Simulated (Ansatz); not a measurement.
Ni₂Si: geometry relaxation (part 2 of 2)

Continued. System: Ni₂Si (6 atoms in the cell). Method: DFT r2SCAN, scalar-relativistic, plane waves, PAW, no spin polarisation (Ansatz 0.2.0); cutoff 500 eV, 12×12×8 k-mesh, Gaussian smearing of 0.1 eV. The structure derives from an entry of the Crystallography Open Database.

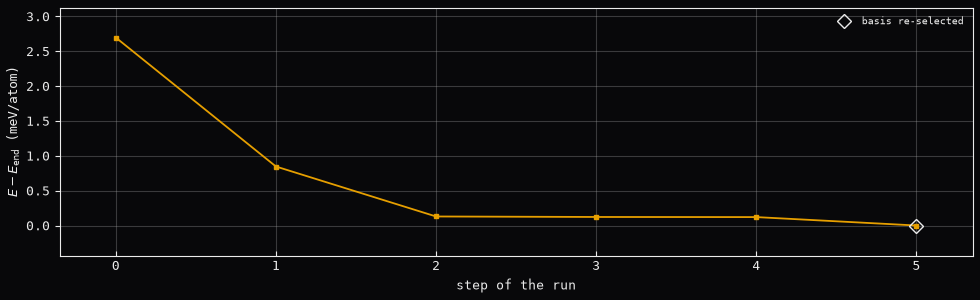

*Progress of the relaxation, step by step (the first geometry is step 0 here and step 1 in the log).*

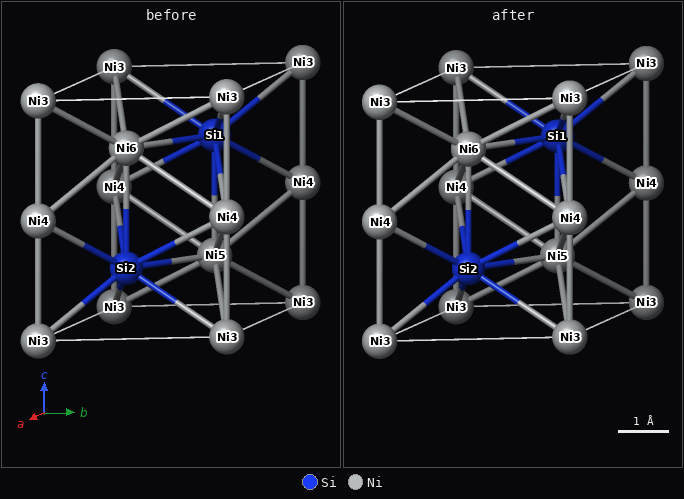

*Before (left) and after (right) the relaxation, at one scale (ball-and-stick view of the cell of the calculation, seen slightly off an axis).*

After 4 geometry steps the energy has fallen by 2.6 meV per atom. All forces vanish by symmetry, so only the cell relaxes. The pressure goes from 3.49 to 0.01 GPa. No atom moves by more than 0.005 Å relative to the cell. Cell: a = b 3.836 → 3.870 Å (+0.9 %), c 4.948 → 4.927 Å (−0.4 %). Volume +1.3 %. Among the contacts that change: Si1–Ni6 2.215 → 2.234 Å, Si1–Ni3 2.537 → 2.551 Å, Ni3–Ni5 2.537 → 2.551 Å, Si1–Ni5 2.474 → 2.463 Å. The space group stays P6_3/mmc (No. 194). A last SCF at the same geometry on a re-selected plane-wave basis shifts the energy by −0.1 meV per atom. (Atoms are counted from 1 in the order of the input.)

```
basis re-selected at this cell: Δ(F+E_penalty+E_count) = -7.253e-4 eV, ΔP = +0.012 GPa vs the last step (what re-selecting the basis moved, of the pressure what is left beyond the Pulay correction that the steps carried, after the strain that the cell walked since its last selection, with what the two solves' SCF thresholds leave and, on support functions, any second-order correction that the steps lacked; it is no measure of the basis error at this ecutwfc). The dense FFT grid was sized anew with the basis: this SCF ran on 30×30×36 points, the steps before it on 30×30×40, so part of this shift can come from that change (see relax.cell in the input reference). This SCF's stress stands 1.66e-2 GPa from its target on what of the cell is left free (relax.cell.stress_tol is 5.00e-2 GPa) and its largest allowed force component is 6.78e-17 eV/Å (relax.f_tol is 5.00e-3 eV/Å): within both
SCF converged after 8 iterations
Free energy (F): -24662.176083 eV
Harris-Foulkes:  -24662.176083 eV  (|F-HF|=0.00e0)
Internal energy: -24662.159317 eV  (E = F + TS)
E sigma→0 (E₀):  -24662.167700 eV
Entropy (-TS):   -0.016766 eV (-2.794 meV/atom)
Fermi energy:    17.560764 eV
--- Per-component energies (eV) ---
  E_band       = -1206.105292
  E_kinetic    = 1230.312758
  E_local      = -15827.232110  (includes V_loc(G=0)·N_el)
  E_nonlocal   = 2617.567075
  E_hartree    = 6789.845245
  E_xc         = -424.690268
  E_vxc        = -578.743922  (∫ρ·V_xc dr)
  E_paw        = -7626.435711  (= ΣΔE_a)
  E_vpaw       = -2267.742859  (= ΣTr[D̂ρ^β])
  E_aug_tail   = 0.000886  (compensation charges beyond the density's cutoff)
  E_vtau       = 40.042483  (kinetic-family band-sum trace: ∫τ·v_τ [+ j·A + Jᵃ·Aᵃ] dr)
  E_ewald      = -11420.174051
  E_core_change = -1.353140  (= ΣΔE_core)
  E_smearing   = -0.016766  (= −TS)
  E_closure    = 0.000000  (closes the sum)
  Σ components = -24662.176083   (vs F -24662.176083, Δ=0.00e0)
--- Forces (eV/Å), atoms counted from 1 ---
  atom   1  Si     0.00000000     0.00000000    -0.00000000
  atom   2  Si     0.00000000    -0.00000000     0.00000000
  atom   3  Ni    -0.00000000    -0.00000000    -0.00000000
  atom   4  Ni     0.00000000    -0.00000000    -0.00000000
  atom   5  Ni     0.00000000     0.00000000    -0.00000000
  atom   6  Ni     0.00000000     0.00000000     0.00000000
  max |Σ_I F_I| component: 4.16e-17 eV/Å
--- Stress (GPa, compression-positive) ---
        0.016624      -0.000000       0.000000
        0.000000       0.016624      -0.000000
        0.000000      -0.000000       0.006545
  P = ⅓ Tr σ = 0.0133 GPa (0.133 kbar)
--- Band table (eV; the first three rows and the last of 95) ---
  k-point 0: bands = ["-89.6491", "-89.6481", "-89.3876", "-89.3748", "-48.6400", "-48.6400", "-48.6359", "-48.6359", "-48.5069", "-48.5026", "-48.4017", "-48.3064", "-48.3064", "-48.2993", "-48.2993", "-48.2641", "4.1291", "8.9116", "10.6029", "12.1031", "12.1031", "13.3661", "13.3661", "13.4871", "13.5749", "13.5749", "14.1714", "14.1714", "15.4275", "15.4275", "15.6229", "16.1154", "16.1154", "16.1312", "16.1312", "16.2898", "16.9095", "16.9095", "17.6717", "20.4044", "20.4044", "20.5429", "20.5429", "20.6559", "21.1064", "22.1183", "22.1183", "23.7745"]
  k-point 1: bands = ["-89.6491", "-89.6482", "-89.3871", "-89.3753", "-48.6398", "-48.6398", "-48.6360", "-48.6360", "-48.5068", "-48.5028", "-48.3964", "-48.3061", "-48.3061", "-48.2996", "-48.2996", "-48.2693", "4.2297", "8.3747", "11.0751", "12.1247", "12.1247", "13.1736", "13.1736", "13.5032", "13.7436", "13.7436", "14.1690", "14.1690", "15.4897", "15.4897", "15.5893", "16.1160", "16.1160", "16.1248", "16.1248", "16.3197", "16.8583", "16.8583", "17.8410", "20.5129", "20.5129", "20.5699", "20.5699", "20.6554", "20.9516", "21.9868", "21.9868", "23.9272"]
  k-point 2: bands = ["-89.6490", "-89.6483", "-89.3858", "-89.3767", "-48.6394", "-48.6394", "-48.6365", "-48.6365", "-48.5066", "-48.5034", "-48.3813", "-48.3054", "-48.3054", "-48.3004", "-48.3004", "-48.2842", "4.5291", "7.4379", "11.8316", "12.1903", "12.1903", "12.9101", "12.9101", "13.5070", "13.9360", "13.9360", "14.1646", "14.1646", "15.5302", "15.6600", "15.6600", "16.1099", "16.1099", "16.1188", "16.1188", "16.2562", "16.7118", "16.7118", "18.4689", "20.6370", "20.6538", "20.6538", "20.6911", "20.8350", "20.8350", "21.6783", "21.6783", "24.1090"]
  k-point 94: bands = ["-89.6483", "-89.6483", "-89.3815", "-89.3815", "-48.6410", "-48.6410", "-48.6387", "-48.6387", "-48.5084", "-48.5084", "-48.3305", "-48.3305", "-48.3066", "-48.3066", "-48.2961", "-48.2961", "8.2490", "8.2490", "10.4135", "10.4135", "11.2953", "11.2953", "13.4543", "13.4543", "14.2347", "14.2347", "14.5926", "14.5926", "14.9220", "14.9220", "15.1661", "15.1661", "15.8142", "15.8142", "16.1300", "16.1300", "16.2257", "16.2257", "16.3397", "16.3397", "17.3487", "17.3487", "23.3663", "23.3663", "24.1464", "24.1464", "26.0226", "26.0226"]
--- Relaxed structure (5 steps of the walk, 5 accepted, 1 SCFs on fresh bases) ---
  F+E_penalty+E_count = -24662.17608333 eV   max|allowed force component| = 6.785e-17 eV/Å   (the final SCF, on the basis selected at the relaxed cell)
  cell:  # Å, volume = 63.8876 Å³
    - [3.869545503394444, 3.588542537919265e-33, -5.104413889192009e-34]
    - [-1.934772751697222, 3.351124707039432, 9.116057031688427e-34]
    - [-8.180259108390643e-34, 9.776407227101013e-34, 4.926811170571975]
  atoms:
    - { symbol: Si, position: [0.33333333333333326, 0.6666666666666665, 0.7499999999999998] }
    - { symbol: Si, position: [0.6666666666666666, 0.33333333333333326, 0.24999999999999997] }
    - { symbol: Ni, position: [-7.970898315200366e-35, 2.6068059594671726e-35, -1.858322157053108e-37] }
    - { symbol: Ni, position: [-7.808079484239512e-35, 2.3048593232354516e-35, 0.49999999999999994] }
    - { symbol: Ni, position: [0.33333333333333326, 0.6666666666666665, 0.24999999999999997] }
    - { symbol: Ni, position: [0.6666666666666666, 0.33333333333333326, 0.7499999999999998] }
```

Trajectory as extended XYZ (Å, eV, eV/Å), 6 frames, from step=1 to step=6:
```
6
Lattice="3.8360 0.0000 0.0000 -1.9180 3.3221 0.0000 0.0000 0.0000 4.9480" Properties=species:S:1:pos:R:3:forces:R:3 step=1 energy=-24662.15990 pressure_GPa=3.49
Si    0.0000    2.2147    3.7110    0.0000   0.0000   0.0000
Si    1.9180    1.1074    1.2370    0.0000   0.0000   0.0000
Ni    0.0000    0.0000    0.0000    0.0000   0.0000   0.0000
Ni    0.0000    0.0000    2.4740    0.0000   0.0000   0.0000
Ni    0.0000    2.2147    1.2370    0.0000   0.0000   0.0000
Ni    1.9180    1.1074    3.7110    0.0000   0.0000   0.0000
6
Lattice="3.8513 0.0000 0.0000 -1.9257 3.3353 0.0000 0.0000 0.0000 4.9443" Properties=species:S:1:pos:R:3:forces:R:3 step=2 energy=-24662.17100 pressure_GPa=1.61
Si    0.0000    2.2235    3.7082    0.0000   0.0000   0.0000
Si    1.9257    1.1118    1.2361    0.0000   0.0000   0.0000
Ni    0.0000    0.0000    0.0000    0.0000   0.0000   0.0000
Ni    0.0000    0.0000    2.4721    0.0000   0.0000   0.0000
Ni    0.0000    2.2235    1.2361    0.0000   0.0000   0.0000
Ni    1.9257    1.1118    3.7082    0.0000   0.0000   0.0000
6
Lattice="3.8685 0.0000 0.0000 -1.9343 3.3502 0.0000 0.0000 0.0000 4.9307" Properties=species:S:1:pos:R:3:forces:R:3 step=3 energy=-24662.17531 pressure_GPa=-0.03
Si    0.0000    2.2335    3.6980    0.0000   0.0000   0.0000
Si    1.9343    1.1167    1.2327    0.0000   0.0000   0.0000
Ni    0.0000    0.0000    0.0000    0.0000   0.0000   0.0000
Ni    0.0000    0.0000    2.4653    0.0000   0.0000   0.0000
Ni    0.0000    2.2335    1.2327    0.0000   0.0000   0.0000
Ni    1.9343    1.1167    3.6980    0.0000   0.0000   0.0000
6
Lattice="3.8695 0.0000 0.0000 -1.9348 3.3511 0.0000 0.0000 0.0000 4.9276" Properties=species:S:1:pos:R:3:forces:R:3 step=4 energy=-24662.17535 pressure_GPa=-0.03
Si    0.0000    2.2341    3.6957    0.0000   0.0000   0.0000
Si    1.9348    1.1170    1.2319    0.0000   0.0000   0.0000
Ni    0.0000    0.0000    0.0000    0.0000   0.0000   0.0000
Ni    0.0000    0.0000    2.4638    0.0000   0.0000   0.0000
Ni    0.0000    2.2341    1.2319    0.0000   0.0000   0.0000
Ni    1.9348    1.1170    3.6957    0.0000   0.0000   0.0000
6
Lattice="3.8695 0.0000 0.0000 -1.9348 3.3511 0.0000 0.0000 0.0000 4.9268" Properties=species:S:1:pos:R:3:forces:R:3 step=5 energy=-24662.17536 pressure_GPa=0.00
Si    0.0000    2.2341    3.6951    0.0000   0.0000   0.0000
Si    1.9348    1.1170    1.2317    0.0000   0.0000   0.0000
Ni    0.0000    0.0000    0.0000    0.0000   0.0000   0.0000
Ni    0.0000    0.0000    2.4634    0.0000   0.0000   0.0000
Ni    0.0000    2.2341    1.2317    0.0000   0.0000   0.0000
Ni    1.9348    1.1170    3.6951    0.0000   0.0000   0.0000
6
Lattice="3.8695 0.0000 0.0000 -1.9348 3.3511 0.0000 0.0000 0.0000 4.9268" Properties=species:S:1:pos:R:3:forces:R:3 step=6 energy=-24662.17608 pressure_GPa=0.01
Si    0.0000    2.2341    3.6951    0.0000   0.0000   0.0000
Si    1.9348    1.1170    1.2317    0.0000   0.0000   0.0000
Ni    0.0000    0.0000    0.0000    0.0000   0.0000   0.0000
Ni    0.0000    0.0000    2.4634    0.0000   0.0000   0.0000
Ni    0.0000    2.2341    1.2317    0.0000   0.0000   0.0000
Ni    1.9348    1.1170    3.6951    0.0000   0.0000   0.0000
```

This output came from the following input.

The input:
```yaml
crystal:
  lattice:
    - [3.8359985066, 0.0, 0.0]
    - [-1.9179992533, 3.3220721556, 0.0]
    - [0.0, 0.0, 4.948]
  atoms:
    - { symbol: Si, position: [0.3333333333, 0.6666666667, 0.75] }
    - { symbol: Si, position: [0.6666666667, 0.3333333333, 0.25] }
    - { symbol: Ni, position: [0.0, 0.0, 0.0] }
    - { symbol: Ni, position: [0.0, 0.0, 0.5] }
    - { symbol: Ni, position: [0.3333333333, 0.6666666667, 0.25] }
    - { symbol: Ni, position: [0.6666666667, 0.3333333333, 0.75] }
basis:
  ecutwfc: 500
kpoints:
  mp_grid: { grid: [12, 12, 8] }
hamiltonian:
  xc: r2scan
scf:
  occupations: { method: gaussian, width: 0.1 }
output:
  forces: true
  stress: true
  eigenvalues: true
relax:
  adjacent_minimum: "off"
  f_tol: 0.005
  max_steps: 80
  cell: { stress_tol: 0.05 }
```

Run as:
```bash
ansatz run input.yaml --threads 2 --pin off --max-ram 5120MiB --backend cpu --events-out ev --progress --plain --runs-dir out
```

Results in brief:

| quantity | value |
| --- | --- |
| outcome | converged |
| space group (tolerance 0.01 Å) | P6₃/mmc (194) |
| electrons treated | 80 |
| free energy | −24662.1761 eV |
| Fermi energy | 17.561 eV |
| gap on the k-point mesh | none (metallic) |
| pressure | 0.01 GPa |
| final volume | 63.89 Å³ |
| largest force (length of the vector) at the end | under 0.001 eV/Å |
| final cell | a = 3.870 Å, b = 3.870 Å, c = 4.927 Å, α = 90.00°, β = 90.00°, γ = 120.00° |
| hardware | 2 threads of Oxide Virtual Turin-like (Zen 5), 32 GiB of memory available, shared host |
| wall time | 90 s (CPU time 2.9 min) |
| peak memory | 0.77 GiB |

Notes:

The run has no spin polarisation, so a magnetic state may lie lower.
